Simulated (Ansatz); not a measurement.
Cell and atoms:

```
Al Ru
1.0
     3.10156    0.00000    0.00000
     0.00000    3.10156    0.00000
     0.00000    0.00000   14.35958
Al Ru
6 4
Cartesian
  0.0000 0.0000 0.0000
  1.5508 1.5508 4.3956
  0.0000 0.0000 2.7842
  1.5508 1.5508 7.1798
  0.0000 0.0000 11.5753
  1.5508 1.5508 9.9640
  1.5508 1.5508 1.5219
  0.0000 0.0000 5.6579
  0.0000 0.0000 8.7017
  1.5508 1.5508 12.8377
```

What does this file describe?

Answer. The stoichiometry is Al$_{3}$Ru$_{2}$. The structure has I4/mmm (No. 139) symmetry and a body-centred tetragonal lattice. Content of the cell: 6 Al, 4 Ru (Z = 2). By contacts within bonding range, the coordination numbers are Al 9 to 10 (mean 9.3) and Ru 8. Not all metal-metal contacts are counted.

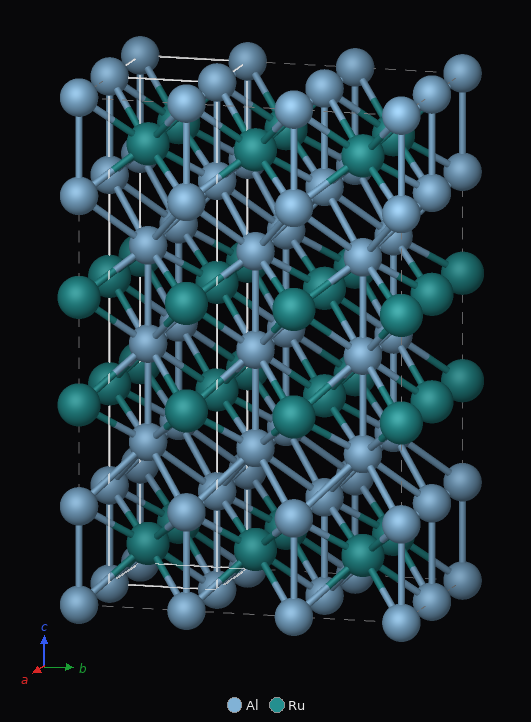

Ball-and-stick representation of a periodic structure, projected slightly off an axis. The conventional unit cell (solid box) is repeated to 2×3×1 cells. Colours: aluminium light blue, ruthenium teal.

Its origin is a structure listed in the Materials Project. Earlier steps of the study may have refined or changed the cell and positions. It was run through Ansatz as a DFT input.

At this level of theory the cell isn't at rest (stretched, at -9 GPa), so its distances can differ from those at equilibrium, the more so the softer the solid.
